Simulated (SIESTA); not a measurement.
**CoO: 7 runs along one coordinate**

System: CoO (2 atoms in the cell).
Method: Kohn-Sham DFT of a periodic cell, PBEsol, PseudoDojo 0.4 standard, converted to PSML, spin-polarised (SIESTA 5.4.2).

The 7 runs differ only in the geometry, by an even scaling of the cell at fixed fractional positions. The structure derives from an entry of the Crystallography Open Database.

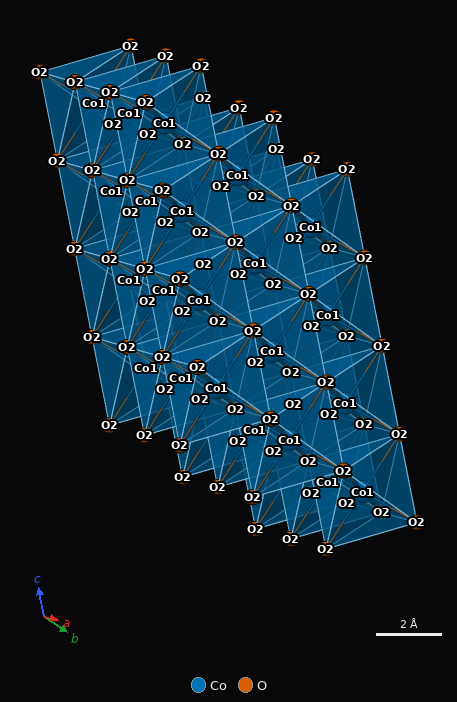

Figure 1. The structure of run 4 (polyhedral view of the cell of the calculation, repeated 2 × 2 × 3, seen slightly off an axis; polyhedra are completed across the faces of the cell; atoms are numbered from 1 in the order of the input). An atom can appear more than once, as a periodic image.

### Input of run 4
```
SystemName                      CoO
SystemLabel                     CoO
NumberOfSpecies                 2
NumberOfAtoms                   2
%block ChemicalSpeciesLabel
  1  27 Co
  2   8 O
%endblock ChemicalSpeciesLabel

LatticeConstant                 1.0 Ang
%block LatticeVectors
    -1.5080000000     1.5080000000     2.1072475377
     1.5080000000    -1.5080000000     2.1072475377
     1.5080000000     1.5080000000    -2.1072475377
%endblock LatticeVectors
AtomicCoordinatesFormat         Fractional
%block AtomicCoordinatesAndAtomicSpecies
     0.0000000000     0.0000000000     0.0000000000  1  Co
     0.5000000000     0.5000000000     0.0000000000  2  O
%endblock AtomicCoordinatesAndAtomicSpecies

%block kgrid.MonkhorstPack
    9   0   0  0.0
    0   9   0  0.0
    0   0   9  0.0
%endblock kgrid.MonkhorstPack
XC.Functional                   GGA
XC.Authors                      PBEsol
PAO.BasisSize                   DZP
PAO.EnergyShift                 0.003 Ry
Mesh.Cutoff                     800 Ry
Spin                            polarized
%block DM.InitSpin
    1   2.000
    2   0.000
%endblock DM.InitSpin
OccupationFunction              FD
ElectronicTemperature           0.05 eV
MaxSCFIterations                200
SCF.MustConverge                false
SCF.Mixer.Method                Pulay
SCF.Mixer.Weight                0.1
SCF.Mixer.History               10
SCF.DM.Tolerance                5.0e-05
SCF.H.Tolerance                 1.0e-03 eV
WriteForces                     true
Charge.Mulliken                 end
%block PAO.Basis
  Co 5
  n=3 0 2
    2.527 0.000
  n=4 0 2
    7.312 0.000
  n=3 1 2
    2.827 0.000
  n=4 1 1
    7.312
  n=3 2 2
    4.649 0.000
%endblock PAO.Basis
```

Command:
```bash
siesta < CoO.fdf > CoO.out 2>&1
```

Run 5 differs from it as follows:
```diff
-    -1.5080000000     1.5080000000     2.1072475377
-     1.5080000000    -1.5080000000     2.1072475377
-     1.5080000000     1.5080000000    -2.1072475377
+    -1.5179870460     1.5179870460     2.1212032261
+     1.5179870460    -1.5179870460     2.1212032261
+     1.5179870460     1.5179870460    -2.1212032261
```

### Results, with one run withheld

```tsv
run	volume per atom (Å³)	free energy per atom, from the lowest run given (meV)	pressure (GPa)
1	9.009	0.12	2.26
2	9.201	0.00	−1.84
3	9.392	4.23	−4.99
4	9.584	12.09	−8.22
5	9.776	?	?
6	9.967	39.48	−14.30
7	10.159	58.09	−16.82
```

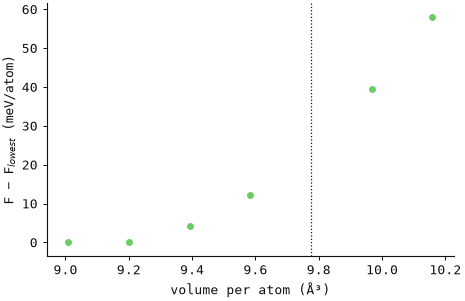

Figure 2. Free energy per atom of the runs given; the dotted line marks run 5.

What should run 5 give?

A cubic polynomial in V^(−2/3) (the Birch–Murnaghan form), fitted to the 6 runs given, misses them by at most 0.13 meV per atom. With x = V^(−2/3) − 0.22235 Å⁻², it reads F = 9.9137 − 3052 x + 2.3155e+05 x² − 1.0689e+06 x³ (meV per atom). At run 5 it gives 24.08 meV per atom, and the run itself gives 23.97. The slope of the fit gives a pressure −dF/dV of −11.41 GPa there, and the run prints −11.56 GPa. The two needn't agree exactly: the fit is approximate, and the printed stress is taken on a finite basis. The fit has its minimum at 9.109 Å³ per atom, where V d²F/dV² gives 172 GPa. Cell shape and fractional positions are held, so this is the stiffness under even scaling; the relaxed bulk modulus wasn't computed.

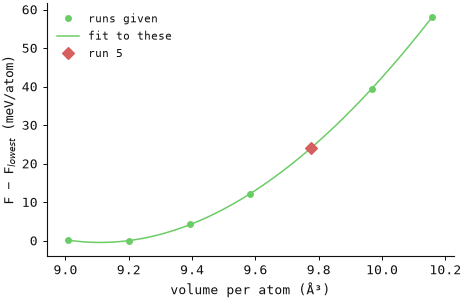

Figure 3. The fit and the withheld run.

### Some lines of the output (run 5)
```
[...]
outcell: Cell volume (Ang**3)        :     19.5514
stepf: Fermi-Dirac step function
siesta: Etot    =     -4601.318431
siesta: FreeEng =     -4601.349401
        iscf     Eharris(eV)        E_KS(eV)     FreeEng(eV)     dDmax    Ef(eV) dHmax(eV)
siesta: E_KS(eV) =            -4605.4736
siesta: E_KS - E_eggbox =     -4605.4736
siesta: Etot    =     -4605.473612
siesta: FreeEng =     -4605.504927
siesta:         Fermi =      -4.691605
siesta: Cell volume =         19.551424 Ang**3
    Orbital volume contribution        =           1.106208 eV
```

Notes: Points of doubt noted for this run: mulliken charges of long orbitals. With a small basis of atomic orbitals these values can differ much from converged plane-wave results.
